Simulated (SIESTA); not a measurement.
## A series of single points on Ni

System: Ni (2 atoms in the cell).
Method: Kohn-Sham DFT of a periodic cell, LDA, PseudoDojo 0.4 standard, converted to PSML, spin-polarised (SIESTA 5.4.2).

The 7 runs differ only in the geometry, by an even scaling of the cell at fixed fractional positions. The structure derives from a Materials Project entry.

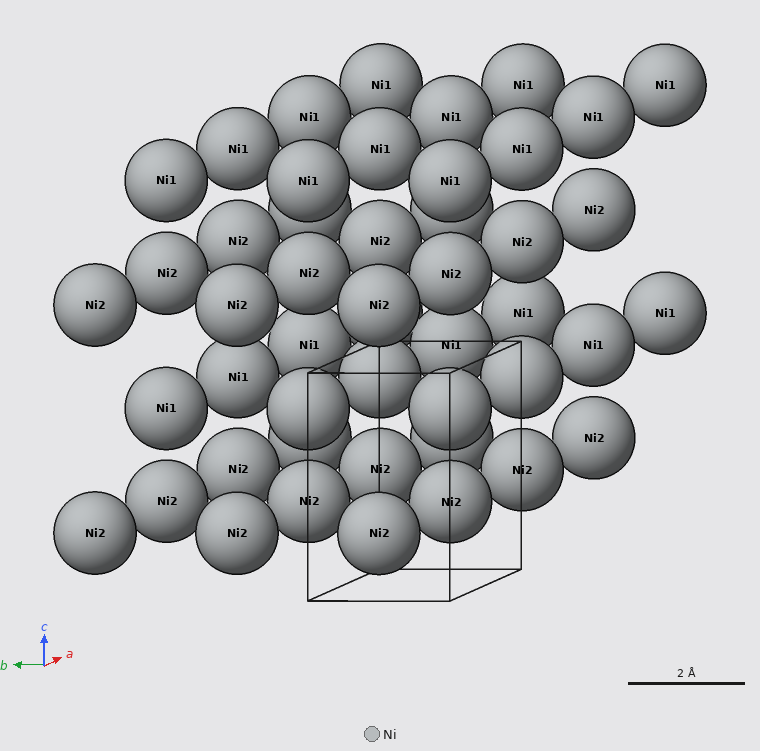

Figure 1. The structure of run 4 (spheres-only view of the cell of the calculation, repeated 4 × 3 × 2, seen at an oblique angle; atoms are numbered from 1 in the order of the input). An atom can appear more than once, as a periodic image.

**Input of run 4**
```
SystemName                      Ni
SystemLabel                     Ni
NumberOfSpecies                 1
NumberOfAtoms                   2
%block ChemicalSpeciesLabel
  1  28 Ni
%endblock ChemicalSpeciesLabel

LatticeConstant                 1.0 Ang
%block LatticeVectors
     2.4480228978     0.0000000000     0.0000000000
    -1.2240114489     2.1200500186     0.0000000000
     0.0000000000     0.0000000000     4.0728075700
%endblock LatticeVectors
AtomicCoordinatesFormat         Fractional
%block AtomicCoordinatesAndAtomicSpecies
     0.6666666667     0.3333333333     0.7500000000  1  Ni
     0.3333333333     0.6666666667     0.2500000000  1  Ni
%endblock AtomicCoordinatesAndAtomicSpecies

%block kgrid.MonkhorstPack
    9   0   0  0.0
    0   9   0  0.0
    0   0   5  0.0
%endblock kgrid.MonkhorstPack
XC.Functional                   LDA
XC.Authors                      PW92
PAO.BasisSize                   DZP
PAO.EnergyShift                 0.003 Ry
Mesh.Cutoff                     800 Ry
Spin                            polarized
%block DM.InitSpin
    1   1.000
    2   1.000
%endblock DM.InitSpin
OccupationFunction              FD
ElectronicTemperature           0.05 eV
MaxSCFIterations                200
SCF.MustConverge                false
SCF.Mixer.Method                Pulay
SCF.Mixer.Weight                0.1
SCF.Mixer.History               10
SCF.DM.Tolerance                5.0e-05
SCF.H.Tolerance                 1.0e-03 eV
WriteForces                     true
Charge.Mulliken                 end
%block PAO.Basis
  Ni 5
  n=3 0 2
    2.442 0.000
  n=4 0 2
    7.025 0.000
  n=3 1 2
    2.721 0.000
  n=4 1 1
    7.025
  n=3 2 2
    4.458 0.000
%endblock PAO.Basis
```

Command:
```bash
siesta < Ni.fdf > Ni.out 2>&1
```

Lattice vectors (Å) and fractional positions of run 4:
```
   2.448023    0.000000    0.000000
  -1.224011    2.120050    0.000000
   0.000000    0.000000    4.072808
Ni  0.666667  0.333333  0.750000
Ni  0.333333  0.666667  0.250000
```

Run 2 differs from it as follows:
```diff
-     2.4480228978     0.0000000000     0.0000000000
-    -1.2240114489     2.1200500186     0.0000000000
-     0.0000000000     0.0000000000     4.0728075700
+     2.4149374515     0.0000000000     0.0000000000
+    -1.2074687258     2.0913971816     0.0000000000
+     0.0000000000     0.0000000000     4.0177628822
```

**Results, with one run withheld**

| run | volume per atom (Å³) | free energy per atom, from the lowest run given (meV) | pressure (GPa) |
| --- | --- | --- | --- |
| 1 | 9.935 | 0.00 | 3.21 |
| 2 | 10.146 | ? | ? |
| 3 | 10.357 | 6.03 | −7.45 |
| 4 | 10.569 | 18.74 | −11.82 |
| 5 | 10.780 | 36.93 | −15.60 |
| 6 | 10.992 | 60.03 | −19.31 |
| 7 | 11.203 | 87.44 | −22.24 |

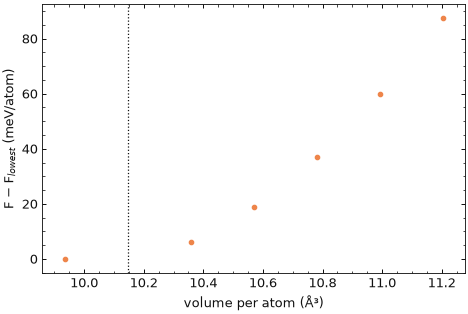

Figure 2. Free energy per atom of the runs given; the dotted line marks run 2.

Fit the runs given and predict run 2.

A cubic polynomial in V^(−2/3) (the Birch–Murnaghan form), fitted to the 6 runs given, misses them by at most 0.03 meV per atom. With x = V^(−2/3) − 0.20690 Å⁻², it reads F = 23.12 − 6195.7 x + 3.9096e+05 x² + 5.5816e+05 x³ (meV per atom). At run 2 it gives −0.45 meV per atom, and the run itself gives −0.50. The slope of the fit gives a pressure −dF/dV of −2.39 GPa there, and the run prints −2.33 GPa. The two needn't agree exactly: the fit is approximate, and the printed stress is taken on a finite basis. The fit has its minimum at 10.052 Å³ per atom, where V d²F/dV² gives 264 GPa. Cell shape and fractional positions are held, so this is the stiffness under even scaling; the relaxed bulk modulus wasn't computed.

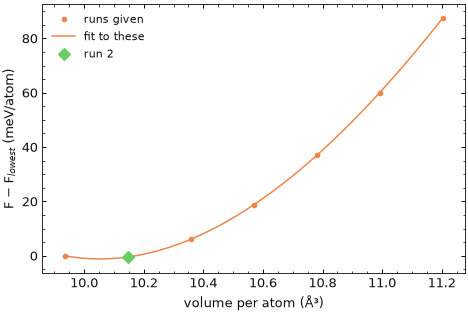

Figure 3. The fit and the withheld run.

**Some lines of the output (run 2)**
```
[...]
outcell: Cell volume (Ang**3)        :     20.2921
stepf: Fermi-Dirac step function
siesta: Etot    =     -9121.477290
siesta: FreeEng =     -9121.506831
        iscf     Eharris(eV)        E_KS(eV)     FreeEng(eV)     dDmax    Ef(eV) dHmax(eV)
siesta: E_KS(eV) =            -9124.0482
siesta: E_KS - E_eggbox =     -9124.0482
siesta: Etot    =     -9124.048222
siesta: FreeEng =     -9124.079678
siesta:         Fermi =      -5.389429
siesta: Cell volume =         20.292087 Ang**3
    Orbital volume contribution        =           1.463048 eV
```

Notes: Points of doubt noted for this run: mulliken charges of long orbitals. With a small basis of atomic orbitals these values can differ much from converged plane-wave results.
